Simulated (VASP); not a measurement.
# Run report: ZnO, elastic calculation (part 3 of 4)

The same run, continued: ZnO (P6₃mc, 4 atoms in the cell); Kohn-Sham DFT of a periodic cell, LDA, VASP PAW LDA potentials, recommended, no spin polarisation (VASP 6.6.1); cutoff 600 eV, 9×9×6 k-mesh, Gaussian smearing of 0.01 eV. The structure derives from an entry of the Crystallography Open Database. It belongs to a series of runs on one base structure; here: elastic and piezoelectric constants, atoms relaxed.

Geometry of the input (Å; fractional positions):
```
3.1869  0.0000  0.0000
-1.5934  2.7599  0.0000
0.0000  0.0000  5.1527
Zn 0.3333  0.6667  0.5003
Zn 0.6667  0.3333  0.0003
O  0.6667  0.3333  0.3787
O  0.3333  0.6667  0.8787
```

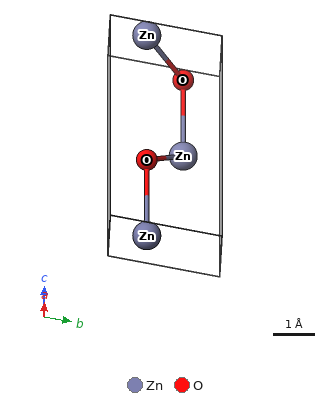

The structure as given in the input (ball-and-stick view of the cell of the calculation, seen at an oblique angle).

**Parts of OUTCAR, continued**
```
  FORCE on cell =-STRESS in cart. coord.  units (eV):
  Direction    XX          YY          ZZ          XY          YZ          ZX
  --------------------------------------------------------------------------------------
  -------------------------------------------------------------------------------------
  Total        1.6786171      0.7919732      0.6399665     -0.0000000      0.0000000      0.0000000
  in kB       60.2456834     28.4239730     22.9684423     -0.0000000      0.0000000      0.0000000
  external PRESSURE =      37.2126996 kB  Pullay stress =       0.0000000 kB

 VOLUME and BASIS-vectors are now :
 -----------------------------------------------------------------------------
  energy-cutoff  :      600.00
  volume of cell :       44.64
      direct lattice vectors                 reciprocal lattice vectors
     3.139085758  0.000000000  0.000000000     0.318564091  0.181164218  0.000000000
    -1.569542879  2.759926915  0.000000000     0.000000000  0.362328435  0.000000000
     0.000000000  0.000000000  5.152707925     0.000000000  0.000000000  0.194072712

 POSITION                                       TOTAL-FORCE (eV/Angst)
 -----------------------------------------------------------------------------------
     -0.00000      1.83995      2.57798        -0.000000      0.136654      0.089559
      1.56954      0.91998      0.00163         0.000000     -0.136654      0.089559
      1.56954      0.91998      1.95130         0.000000     -0.151447     -0.089559
     -0.00000      1.83995      4.52765        -0.000000      0.151447     -0.089559
 -----------------------------------------------------------------------------------
    total drift:                               -0.000000     -0.000000     -0.000559

  FREE ENERGIE OF THE ION-ELECTRON SYSTEM (eV)
  ---------------------------------------------------
  free  energy   TOTEN  =       -21.1467096474 eV

  energy  without entropy=      -21.1467096474  energy(sigma->0) =      -21.14670965

[... ionic steps 4 to 18 ...]

--------------------------------------- Ionic step       19  -------------------------------------------

 number of electron      35.9999996 magnetization

------------------------ aborting loop because EDIFF is reached ----------------------------------------

  FORCE on cell =-STRESS in cart. coord.  units (eV):
  Direction    XX          YY          ZZ          XY          YZ          ZX
  --------------------------------------------------------------------------------------
  -------------------------------------------------------------------------------------
  Total        0.3166148      0.3124726      0.3119808     -0.1394412      0.0029408     -0.0795586
  in kB       11.1928763     11.0464436     11.0290563     -4.9294867      0.1039617     -2.8125320
  external PRESSURE =      11.0894587 kB  Pullay stress =       0.0000000 kB

 VOLUME and BASIS-vectors are now :
 -----------------------------------------------------------------------------
  energy-cutoff  :      600.00
  volume of cell :       45.32
      direct lattice vectors                 reciprocal lattice vectors
     3.186889094  0.000000000  0.000000000     0.313785629  0.181164218  0.000000000
    -1.593444547  2.759926915  0.000000000     0.000000000  0.362328435  0.000000000
     0.000000000  0.000000000  5.152707925     0.000000000  0.000000000  0.194072712

 POSITION                                       TOTAL-FORCE (eV/Angst)
 -----------------------------------------------------------------------------------
     -0.00000      1.83995      2.57798        -0.125605      0.004515      0.002934
      1.59344      0.91998      0.00163         0.000436      0.000074      0.001219
      1.57844      0.91998      1.95130         0.140067     -0.004772     -0.003608
     -0.00000      1.83995      4.52765        -0.014898      0.000184     -0.000545
 -----------------------------------------------------------------------------------
    total drift:                                0.000041     -0.000155     -0.000504

  FREE ENERGIE OF THE ION-ELECTRON SYSTEM (eV)
  ---------------------------------------------------
  free  energy   TOTEN  =       -21.1605461951 eV

  energy  without entropy=      -21.1605461951  energy(sigma->0) =      -21.16054620

--------------------------------------- Ionic step       20  -------------------------------------------

 number of electron      35.9999996 magnetization

------------------------ aborting loop because EDIFF is reached ----------------------------------------

  FORCE on cell =-STRESS in cart. coord.  units (eV):
  Direction    XX          YY          ZZ          XY          YZ          ZX
  --------------------------------------------------------------------------------------
  -------------------------------------------------------------------------------------
  Total        0.3915774      0.3915774      0.1622219     -0.0000000     -0.0000000     -0.0000000
  in kB       13.8429354     13.8429354      5.7348239     -0.0000000     -0.0000000     -0.0000000
  external PRESSURE =      11.1402316 kB  Pullay stress =       0.0000000 kB

 VOLUME and BASIS-vectors are now :
 -----------------------------------------------------------------------------
  energy-cutoff  :      600.00
  volume of cell :       45.32
      direct lattice vectors                 reciprocal lattice vectors
     3.186889094  0.000000000  0.000000000     0.313785629  0.181164218  0.000000000
    -1.593444547  2.759926915  0.000000000     0.000000000  0.362328435  0.000000000
     0.000000000  0.000000000  5.152707925     0.000000000  0.000000000  0.194072712

 POSITION                                       TOTAL-FORCE (eV/Angst)
 -----------------------------------------------------------------------------------
     -0.00000      1.83995      2.57798         0.000000     -0.000000      0.026346
      1.59344      0.91998      0.00163        -0.000000      0.000000      0.083152
      1.59344      0.91998      1.96630         0.000000     -0.000000     -0.188208
     -0.00000      1.83995      4.52765         0.000000     -0.000000      0.078710
 -----------------------------------------------------------------------------------
    total drift:                               -0.000026     -0.000001     -0.000148

  FREE ENERGIE OF THE ION-ELECTRON SYSTEM (eV)
  ---------------------------------------------------
  free  energy   TOTEN  =       -21.1601572618 eV

  energy  without entropy=      -21.1601572618  energy(sigma->0) =      -21.16015726

--------------------------------------- Ionic step       21  -------------------------------------------

 number of electron      35.9999999 magnetization

 Free energy of the ion-electron system (eV)
  ---------------------------------------------------
  ext. energy  EPLUGINS =         0.00000000
  ---------------------------------------------------
  free energy    TOTEN  =       -21.16011534 eV

  energy without entropy =      -21.16011534  energy(sigma->0) =      -21.16011534

 E-fermi :   1.4921     XC(G=0): -11.7259     alpha+bet : -8.3342

 val. band max:        1.3475630157   @ k =   0.0000   0.0000   0.0000
 cond. band min:       2.1586233259   @ k =   0.0000   0.0000   0.0000
 fundamental gap:      0.8110603102
 Fermi energy:         1.4921158418

 k-point     1 :       0.0000    0.0000    0.0000
  band No.  band energies     occupation
      1     -16.8748      2.00000
      2     -16.0301      2.00000
      3      -4.7883      2.00000
      4      -4.6745      2.00000
      5      -4.6745      2.00000
      6      -4.6593      2.00000
      7      -4.4575      2.00000
      8      -4.4575      2.00000
      9      -3.3647      2.00000
     10      -3.3647      2.00000
     11      -3.1243      2.00000
     12      -3.1243      2.00000
     13      -2.8322      2.00000
     14       0.4716      2.00000
     15       0.4716      2.00000
     16       1.2538      2.00000
     17       1.3476      2.00000
     18       1.3476      2.00000
     19       2.1586      0.00000
     20       6.6536      0.00000
     21       9.5579      0.00000
     22      14.3215      0.00000
     23      14.3215      0.00000
     24      15.3510      0.00000
     25      15.6705      0.00000
     26      15.6705      0.00000

 k-point     2 :       0.1111    0.0000    0.0000
  band No.  band energies     occupation
      1     -16.7962      2.00000
      2     -15.9948      2.00000
      3      -4.7788      2.00000
      4      -4.6681      2.00000
      5      -4.6337      2.00000
      6      -4.6100      2.00000
      7      -4.4632      2.00000
      8      -4.3981      2.00000
      9      -3.3981      2.00000
     10      -3.3684      2.00000
     11      -3.1174      2.00000
     12      -3.0808      2.00000
     13      -2.8457      2.00000
     14       0.0050      2.00000
     15       0.2962      2.00000
     16       0.6464      2.00000
     17       1.1652      2.00000
     18       1.2550      2.00000
     19       3.0205      0.00000
     20       7.1781      0.00000
     21       9.5416      0.00000
     22      13.0964      0.00000
     23      14.4482      0.00000
     24      14.7609      0.00000
     25      15.5912      0.00000
     26      15.8190      0.00000

 k-point     3 :       0.2222   -0.0000    0.0000
  band No.  band energies     occupation
      1     -16.5855      2.00000
      2     -15.9101      2.00000
      3      -4.9553      2.00000
      4      -4.5999      2.00000
      5      -4.5395      2.00000
      6      -4.4703      2.00000
      7      -4.2684      2.00000
      8      -4.2327      2.00000
      9      -3.4785      2.00000
     10      -3.3517      2.00000
     11      -3.1033      2.00000
     12      -3.0090      2.00000
     13      -2.8202      2.00000
     14      -1.0352      2.00000
     15      -0.1983      2.00000
     16      -0.1470      2.00000
     17       0.8892      2.00000
     18       1.0076      2.00000
     19       4.3073      0.00000
     20       8.2716      0.00000
     21       9.4691      0.00000
     22      11.3670      0.00000
     23      13.3637      0.00000
     24      14.7456      0.00000
     25      14.8999      0.00000
     26      15.7588      0.00000

 k-point     4 :       0.3333   -0.0000    0.0000
  band No.  band energies     occupation
      1     -16.3163      2.00000
      2     -15.8306      2.00000
      3      -5.0646      2.00000
      4      -4.6702      2.00000
      5      -4.4561      2.00000
      6      -4.2778      2.00000
      7      -4.0079      2.00000
      8      -3.9599      2.00000
      9      -3.4739      2.00000
     10      -3.2769      2.00000
     11      -3.0868      2.00000
     12      -3.0018      2.00000
     13      -2.6589      2.00000
     14      -2.0079      2.00000
     15      -0.9976      2.00000
     16      -0.6732      2.00000
     17       0.4444      2.00000
     18       0.7042      2.00000
     19       5.6654      0.00000
     20       8.9140      0.00000
     21       9.2474      0.00000
     22      10.2332      0.00000
     23      12.4893      0.00000
     24      13.8335      0.00000
     25      14.8090      0.00000
     26      15.6150      0.00000

 k-point     5 :       0.4444   -0.0000    0.0000
  band No.  band energies     occupation
      1     -16.1035      2.00000
      2     -15.8078      2.00000
      3      -5.0156      2.00000
      4      -4.7786      2.00000
      5      -4.4188      2.00000
      6      -4.0914      2.00000
      7      -3.9885      2.00000
      8      -3.8326      2.00000
      9      -3.3497      2.00000
     10      -3.1822      2.00000
     11      -3.0705      2.00000
     12      -2.9023      2.00000
     13      -2.6927      2.00000
     14      -2.2757      2.00000
     15      -1.5999      2.00000
     16      -1.0521      2.00000
     17       0.0122      2.00000
     18       0.4911      2.00000
     19       6.9112      0.00000
     20       8.4133      0.00000
     21       8.8224      0.00000
     22      10.0722      0.00000
     23      12.0917      0.00000
     24      13.7865      0.00000
     25      14.5898      0.00000
     26      15.7713      0.00000

 [... the levels of 18 k-points are left out ...]

 k-point    24 :       0.3333    0.3333    0.1667
  band No.  band energies     occupation
      1     -15.8758      2.00000
      2     -15.8699      2.00000
      3      -4.7448      2.00000
      4      -4.4569      2.00000
      5      -4.4515      2.00000
      6      -4.1151      2.00000
      7      -3.7797      2.00000
      8      -3.7560      2.00000
      9      -3.4400      2.00000
     10      -3.3041      2.00000
     11      -3.1182      2.00000
     12      -3.0918      2.00000
     13      -2.4478      2.00000
     14      -2.3563      2.00000
     15      -2.3321      2.00000
     16      -0.6418      2.00000
     17      -0.5520      2.00000
     18      -0.5450      2.00000
     19       8.8488      0.00000
     20       9.2390      0.00000
     21       9.2830      0.00000
     22       9.4414      0.00000
     23      11.6522      0.00000
     24      11.6643      0.00000
     25      14.7362      0.00000
     26      16.0263      0.00000

 [... further k-points ...]

------------------------ aborting loop because EDIFF is reached ----------------------------------------

  FORCE on cell =-STRESS in cart. coord.  units (eV):
  Direction    XX          YY          ZZ          XY          YZ          ZX
  --------------------------------------------------------------------------------------
  -------------------------------------------------------------------------------------
  Total        0.2299683      0.2299683      0.4765774     -0.0000000     -0.0000000      0.0000000
  in kB        8.1297742      8.1297742     16.8478298     -0.0000000     -0.0000000      0.0000000
  external PRESSURE =      11.0357927 kB  Pullay stress =       0.0000000 kB

 VOLUME and BASIS-vectors are now :
 -----------------------------------------------------------------------------
  energy-cutoff  :      600.00
  volume of cell :       45.32
      direct lattice vectors                 reciprocal lattice vectors
     3.186889094  0.000000000  0.000000000     0.313785629  0.181164218  0.000000000
    -1.593444547  2.759926915  0.000000000     0.000000000  0.362328435  0.000000000
     0.000000000  0.000000000  5.152707925     0.000000000  0.000000000  0.194072712

 POSITION                                       TOTAL-FORCE (eV/Angst)
 -----------------------------------------------------------------------------------
     -0.00000      1.83995      2.57798         0.000000      0.000000     -0.026274
      1.59344      0.91998      0.00163         0.000000     -0.000000     -0.092997
      1.59344      0.91998      1.93630         0.000000     -0.000000      0.199994
     -0.00000      1.83995      4.52765        -0.000000     -0.000000     -0.080723
 -----------------------------------------------------------------------------------
    total drift:                               -0.000000     -0.000000     -0.000250

  FREE ENERGIE OF THE ION-ELECTRON SYSTEM (eV)
  ---------------------------------------------------
  free  energy   TOTEN  =       -21.1601153395 eV

  energy  without entropy=      -21.1601153395  energy(sigma->0) =      -21.16011534

 INTERNAL STRAIN TENSORS FROM STRAINED CELLS
 ============================================

 INTERNAL STRAIN TENSOR FOR ION    1 for displacements in x,y,z  (eV/Angst):
          X           Y           Z          XY          YZ          ZX
  --------------------------------------------------------------------------------
  x     0.00000    -0.00000     0.00000    -8.28986     0.00000    -5.29966
  y    -8.32452     8.34961     0.00000    -0.00006    -5.29598    -0.00008
  z    -5.39025    -5.39603    10.53933     0.00013    -0.00078    -0.00002

 INTERNAL STRAIN TENSORS FROM DISPLACED ATOMS
 ============================================

 INTERNAL STRAIN TENSOR FOR ION    1 for displacements in x,y,z  (eV/Angst):
          X           Y           Z          XY          YZ          ZX
  --------------------------------------------------------------------------------
  x     0.00000    -0.00000     0.00000    -8.29854     0.00000    -5.29349
  y    -8.29854     8.29854     0.00000    -0.00000    -5.29349     0.00000
  z    -5.35843    -5.35843    10.48521     0.00000     0.00000     0.00000
```
